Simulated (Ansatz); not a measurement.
# AlN (P6_3mc):Cr_Al, thermodynamic levels from a 72-atom cell, part 2 of 2

Wanted: the transition levels of a substitutional impurity in AlN (P6_3mc), from a cell of 72 host atoms with 1 Al taken out and 1 Cr put in.

Ansatz; place-levels on r2SCAN runs: charge-transition levels and formation energies with image-charge correction and potential alignment at the atomic sites; PAW set soft_1.

So far: Set-up; The runs of each charge state.

### 3. Levels against the band edges, r2SCAN

A charged cell interacts with its images and the background, and its potential has another zero than the host's. place-levels removes the first by a point-charge model, screened by the static dielectric constant since the ions have relaxed around the charge, and the second by comparing potentials at atoms far from the defect.

The host is a run of the defect-free crystal in the same cutoffs, grids and k-points, so that basis and sampling errors cancel in part in the differences. The host is run in a cell of 8 atoms on a matching mesh. Its band edges are searched through the zone by a band path, so the gap is smaller than, or equal to, that on the mesh. Chemical potentials are energies per atom of Al (fcc) and Cr (bcc, antiferromagnetic), run with the same functional and cutoff.

File levels.point.yaml:

```yaml
host:
  run: host.point.run
states: [qm1.point.run, qm1_M4.point.run, qm1_M2.point.run, q0_M1.point.run, q0_M3.point.run, qp1.point.run, qp1_M2.point.run]
geometry_from:
  qm1.point.run: qm1.relax.run
  qm1_M4.point.run: qm1_M4.relax.run
  qm1_M2.point.run: qm1_M2.relax.run
  q0_M1.point.run: q0_M1.relax.run
  q0_M3.point.run: q0_M3.relax.run
  qp1.point.run: qp1.relax_smeared.run
  qp1_M2.point.run: qp1_M2.relax.run
  host.point.run: host.relax.run
chemical_potentials:
  Al:
    energy: -540.418346
    dataset: <sha256 of the dataset>
  Cr:
    energy: -3382.701291
    dataset: "<sha256 of the dataset>"
epsilon: [4.49, 4.49, 4.72]
static_epsilon: [8.15, 8.15, 9.65]
vertical:
  - { from: qm1.point.run, to: qm1.point_neutral.run }
  - { from: qm1_M4.point.run, to: qm1_M4.point_neutral.run }
  - { from: qm1_M2.point.run, to: qm1_M2.point_neutral.run }
  - { from: qp1.point.run, to: qp1.point_neutral.run }
  - { from: qp1_M2.point.run, to: qp1_M2.point_neutral.run }
```

Started as:

```console
$ ansatz place-levels levels.point.yaml -- --threads 4 --pin off --max-ram 15073MiB
```

What it wrote:

```text
[... repeated set-up lines and file paths are left out, and long positions are rounded to six places ...]
(+1/0) 2.248 eV above the valence edge, 2.629 eV under the conduction edge
(0/-1) 3.339 eV above the valence edge, 1.539 eV under the conduction edge
formation energy of charge +1: +1.095 eV with the Fermi level at the valence edge
formation energy of charge 0: +3.344 eV with the Fermi level at the valence edge
formation energy of charge -1: +6.683 eV with the Fermi level at the valence edge
vertical -1 to 0: no energy, since no alignment is typed
  the change from vertical[0].from (qm1.point.run) to vertical[0].to (qm1.point_neutral.run): by its potential at epsilon [4.49, 4.49, 4.72] it stands at 0.463 0.536 0.485, with an rms radius of about 1.2 Å (0.6 0.6 0.9 Å across the planes of the cell's [...]
vertical -1 to 0: no energy, since no alignment is typed
  the change from vertical[1].from (qm1_M4.point.run) to vertical[1].to (qm1_M4.point_neutral.run): by its potential at epsilon [4.49, 4.49, 4.72] it stands at 0.462 0.539 0.486, with an rms radius of about 1.6 Å (1.0 1.2 0.2 Å across the planes of the cell's [...]
vertical -1 to 0: no energy, since no alignment is typed
  the change from vertical[2].from (qm1_M2.point.run) to vertical[2].to (qm1_M2.point_neutral.run): by its potential at epsilon [4.49, 4.49, 4.72] it stands at 0.497 0.566 0.495, with an rms radius of about 1.6 Å (0.9 1.2 0.5 Å across the planes of the cell's [...]
vertical +1 to 0: no energy, since no alignment is typed
  the change from vertical[3].from (qp1.point.run) to vertical[3].to (qp1.point_neutral.run): by its potential at epsilon [4.49, 4.49, 4.72] it stands at 0.467 0.533 0.496, with an rms radius of about 1.8 Å (1.1 1.1 0.8 Å across the planes of the cell's [...]
vertical +1 to 0: no energy, since no alignment is typed
  the change from vertical[4].from (qp1_M2.point.run) to vertical[4].to (qp1_M2.point_neutral.run): by its potential at epsilon [4.49, 4.49, 4.72] it stands at 0.466 0.532 0.494, with an rms radius of about 1.6 Å (1.0 1.0 0.7 Å across the planes of the cell's [...]
  edges by r2scan, gap 4.878 eV; the host is sampled to repeats of 18.64 Å
  the defect's cells are sampled to repeats of 18.64 Å, like sampling
  charge +1: -36273.6175 eV with its correction of +0.389 eV, at epsilon [8.15, 8.15, 9.65], aligned at sites: +0.1264 eV, mean over 33 atomic sites at or beyond 4.66 Å from the host's site at [0.4444, 0.5556, 0.4997] by the defect at [0.4444, 0.5556, [...]
  charge 0: +0.000 eV for its dipole among its images, +0.000 omitted
  charge -1: -36254.1938 eV with its correction of +0.116 eV, at epsilon [8.15, 8.15, 9.65], aligned at sites: +0.1469 eV, mean over 33 atomic sites at or beyond 4.66 Å from the host's site at [0.4444, 0.5556, 0.4997] by the defect at [0.4444, 0.5556, [...]
  charge +1: states[5] (qp1.point.run) stands 1.606 eV higher, with a moment of 0.00 μB against 2.00
  states[5] (qp1.point.run): levels filled in part (TS 0.020 eV): its energy is of no whole electron's
  charge 0: states[3] (q0_M1.point.run) stands 0.731 eV higher, with a moment of 1.00 μB against 3.00
  charge -1: states[2] (qm1_M2.point.run) stands 0.867 eV higher, with a moment of 2.00 μB against 4.00
  charge -1: states[0] (qm1.point.run) stands 2.088 eV higher, with a moment of 0.00 μB against 4.00
  of states[6] (qp1_M2.point.run): stability_check_not_made
  of states[4] (q0_M3.point.run): stability_check_not_made
  of states[1] (qm1_M4.point.run): stability_check_not_made
  of states[3] (q0_M1.point.run): stability_check_not_made
  of states[2] (qm1_M2.point.run): stability_check_not_made
  of vertical[0].to (qm1.point_neutral.run): stability_check_not_made
  of vertical[1].from (qm1_M4.point.run): stability_check_not_made
  of vertical[1].to (qm1_M4.point_neutral.run): stability_check_not_made
  of vertical[2].from (qm1_M2.point.run): stability_check_not_made
  of vertical[2].to (qm1_M2.point_neutral.run): stability_check_not_made
  vertical[3].from (qp1.point.run): levels filled in part (TS 0.020 eV): its energy is of no whole electron's
  of vertical[3].to (qp1.point_neutral.run): stability_check_not_made
  of vertical[4].from (qp1_M2.point.run): stability_check_not_made
  of vertical[4].to (qp1_M2.point_neutral.run): stability_check_not_made
```

It took 0.87 s on 4 threads of Arm Neoverse V1, shared host.

Levels between the charges placed, in eV above the valence top:

|  | gap (eV) | (+1/0) | (0/−1) |
| --- | --- | --- | --- |
| r2SCAN | 4.88 | 2.25 | 3.34 |

Corrections by state:

| charge | moment (μB) | image terms and alignment (eV) | band filling (eV) | ε used | over the lowest of its charge, as the program ranks them, band filling apart (eV) |
| --- | --- | --- | --- | --- | --- |
| +1 | 2.0 | 0.389 | - | principal values (8.15, 8.15, 9.65) | 0.000 |
| 0 | 3.0 | 0.000 | - | - | 0.000 |
| −1 | 4.0 | 0.116 | - | principal values (8.15, 8.15, 9.65) | 0.000 |
| +1 | 0.0 | 0.383 | - | principal values (8.15, 8.15, 9.65) | 1.606 |
| 0 | 1.0 | 0.000 | - | - | 0.731 |
| −1 | 2.0 | 0.111 | - | principal values (8.15, 8.15, 9.65) | 0.867 |
| −1 | 0.0 | 0.133 | - | principal values (8.15, 8.15, 9.65) | 2.088 |

The charged structures listed were also run neutral, and place-levels reads from each pair, by the potential or the spins, how wide the charge is by which they differ; that can be the carrier of either run.

| charge | rms radius (Å) | spread where it is widest against the cell (Å) | wide from (Å) | reading |
| --- | --- | --- | --- | --- |
| +1 | 1.6 | 1.05 | 1.40 | narrow |
| −1 | 1.6 | 1.24 | 1.40 | narrow |

The neutral runs of these pairs need not share the spin of the lowest neutral state, and very wide values only mean spread over the cell.

From the program's caveats on the states, each cut to its opening words:

- charge +1 (2 μB), 0 (3 μB), −1 (4 μB), 0 (1 μB), −1 (2 μB): flagged: stability check not made

The host's formation energy from the elements is -1.627 eV per atom; it sets how far the chemical potentials can move.

Limit set by the element alone; other compounds of these elements are not counted. Chemical potentials from the elements' reference states: Al 0.00 eV, N -3.25 eV, Cr 0.00 eV. Formation energy by charge state (Al-rich; gap 4.88 eV):

| charge | at valence top (eV) | at conduction bottom (eV) | correction included (eV) |
| --- | --- | --- | --- |
| +1 | 1.10 | 5.97 | 0.39 |
| 0 | 3.34 | 3.34 | 0.00 |
| −1 | 6.68 | 1.81 | 0.12 |

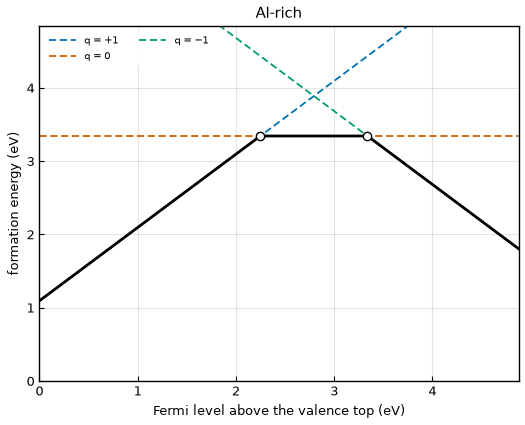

Formation energy against Fermi level; the thick line follows the lowest charge state and circles mark the transition levels.

Limit set by the element alone; other compounds of these elements are not counted. Chemical potentials from the elements' reference states: N 0.00 eV, Al -3.25 eV, Cr 0.00 eV. Formation energies (N-rich), with the Fermi level at the valence top and at the conduction bottom (gap 4.88 eV):

| charge | at valence top (eV) | at conduction bottom (eV) | correction included (eV) |
| --- | --- | --- | --- |
| +1 | -2.16 | 2.72 | 0.39 |
| 0 | 0.09 | 0.09 | 0.00 |
| −1 | 3.43 | -1.45 | 0.12 |

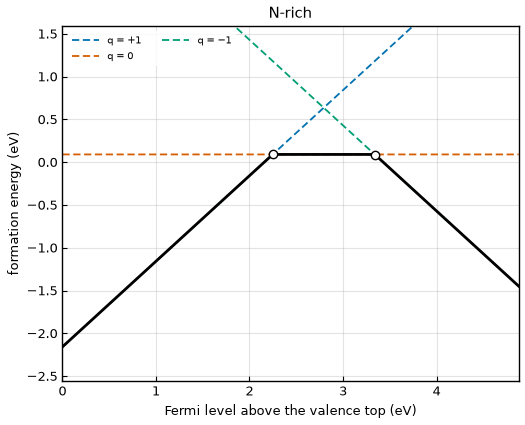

Formation energy against Fermi level; the thick line follows the lowest charge state and circles mark the transition levels.

Charge transition levels, in eV, zero at the valence-band top of the host:

|  | conduction bottom | valence top |
| --- | --- | --- |
| Cr_Al | 4.88 | 0.00 |

|  | level | energy (eV) |
| --- | --- | --- |
| Cr_Al | (+1/0) | 2.25 |
| Cr_Al | (0/−1) | 3.34 |

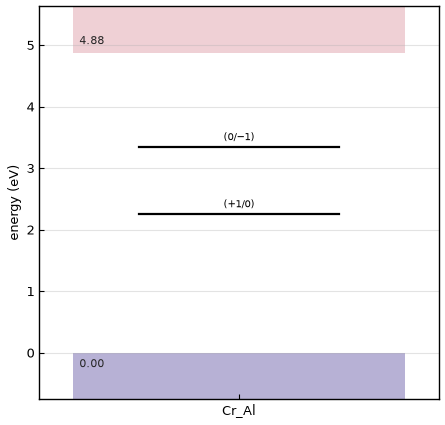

Charge transition levels. Shaded: valence and conduction bands.

### 4. Outcome

| Quantity | Value |
| --- | --- |
| gap of the host | 4.88 eV (r2SCAN) |
| level (plus 1/0) | 2.25 eV above the valence top |
| level (0/minus 1) | 3.34 eV above the valence top |
| lowest of the charges placed, just above the valence top (0.02 eV) | +1 |
| lowest of the charges placed, just below the conduction bottom (0.02 eV) | −1 |
| lowest formation energy at mid-gap of the charges run, Al-rich | 3.34 eV |
| lowest formation energy at mid-gap of the charges run, N-rich | 0.09 eV |

Of the charges placed (−1, 0 and +1), the lowest changes at 2.25 eV (+1/0) and 3.34 eV (0/−1) above the valence top, in a gap of 4.88 eV. Charges above +1 and below −1 were not placed, so these runs say nothing of levels that involve them. States placed: +1 at 2 μB and 0 μB; 0 at 3 μB and 1 μB; −1 at 4 μB, 2 μB and 0 μB. Other spin states or structures, where not listed, weren't placed. Cr is taken at its element; compounds, which aren't counted here, bound the chemical potentials and would shift these formation energies. What this leaves open: r2SCAN makes the gap too small and tends to spread out bound carriers; where a gas molecule sets a chemical potential or the host's formation energy, its binding is uncorrected.

[Logs are printed without paths, hosts, clocks, repeated set-up lines and the standing remarks that a program may print on its own settings, such as how far it seeks lower states.]

[Hosts, paths, dates, database ids (printed as entryN), source tags and the programs' standing remarks are cut or masked in the printed files.]

[Where a table of states has a column of steps, it counts the stored structures, which are thinned; the runs took as many ionic steps or more.]

[A defect's name tells the site on which it was built; relaxed atoms can leave that site.]

[For some hosts the program warned that the k-mesh of the response run may be too coarse for force constants and the static dielectric constant; such warnings are not shown here.]
